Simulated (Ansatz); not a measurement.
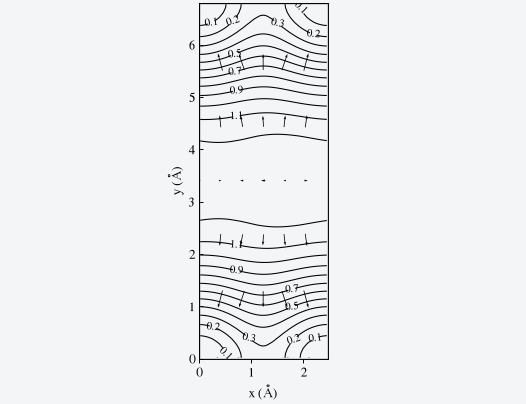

Energy landscape of H on a C(110) slab cut from the Fmmm phase, its upper half relaxed before the scan (20 atoms of substrate and one adsorbate in a 2 × 1 cell). 
- H is moved over the surface cell at a fixed height above a rigid substrate; the origin of the map has the adsorbate above C19; the height is held at 2.50 Å.
- Places are given modulo a cell vector. The map is drawn in real space over the plane of the surface.
- Grid: 6 × 6 points; 24 points were computed and 12 follow by symmetry.
- Places are given in fractions of the 1 × 1 surface cell.
- Energies are in eV, from the lowest grid point.
- The runs have no spin polarisation, so an open-shell adsorbate far from the surface lies too high. At a fixed height the lowest place need not be the adsorption site.
- These are results of Ansatz, DFT PBE+D3(BJ), scalar-relativistic, plane waves, PAW, not measurements. Settings: cutoff 420 eV, k-mesh 6×4×1, gaussian smearing 0.1 eV, no spin polarisation.

Drawn: contour lines labelled in eV, arrows along the force (downhill), their lengths compressed, the outline of one cell of the plane. Between grid points the surface is interpolated. 

Q: Where are the wells?

A: The lowest grid point is at the top site over a surface C atom, (0/6, 0/6) of the cell vectors. No other kind of well shows on this grid. The highest grid point, (4/6, 3/6) of the cell vectors [nearest 1 C at 3.65 Å], lies 1.27 eV above the lowest. On the interpolated surface the easiest way out of the lowest well to its copy in the next cell or period passes a barrier of about 0.28 eV. At the lowest point the adsorbate has 1 C at 2.50 Å as nearest neighbours, at the highest 1 C at 3.65 Å.

Each point was launched as `ansatz run input.yaml --threads 4 --pin off --max-ram 12288MiB --backend cpu --events-out ev --progress --plain --runs-dir out`. Time for the 24 points that were run: 23 min on 4 threads of Arm Neoverse N1, on a shared host.

PAW datasets: the set soft_1.
